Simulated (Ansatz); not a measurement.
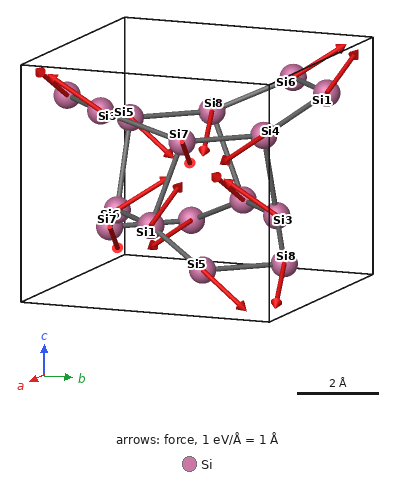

Starting geometry of a crystal of Si (a generated structure, set up in I-42m) (coarse preliminary run) with the computed forces as red arrows. Style: ball-and-stick. Shown: the conventional cell (2 times the calculation's cell), slightly off an axis. Lengths and directions refer to the drawn axes.

All numbers below come from DFT PBE, scalar-relativistic, plane waves, PAW in Ansatz. Settings: plane-wave cutoff 420 eV; k-point mesh 4 × 4 × 4; occupations gaussian; smearing width 0.1 eV; no spin polarisation; cell and atoms relaxed; force threshold 0.04 eV/Å; at most 70 steps.

**What follows when this structure is relaxed?**

It isn't relaxed: the largest force vector, on Si atoms, is 1.61 eV/Å. The final displacements follow the starting forces only in part (cosine between the two patterns 0.74). The largest moves relative to the cell, 0.049 Å, are those of Si atoms. The drawn cell changes as follows: a = b 6.664 → 7.192 Å (+7.9 %), c 5.988 → 6.386 Å (+6.6 %); the volume changes by +24.2 %. Some distances before and after: Si–Si 2.180 → 2.382 Å, Si–Si 2.332 → 2.404 Å. The space group stays I-42m (No. 121). The energy falls by 331 meV per atom in 4 accepted moves (5 points after the start). The largest force component goes from 1.3 to 0.0086 eV/Å. The pressure goes from 28.77 to 0.16 GPa. The SCF was repeated once at an unchanged geometry on a basis and grid sized afresh for the cell, which shifted the energy by 2.2 meV per atom at most.
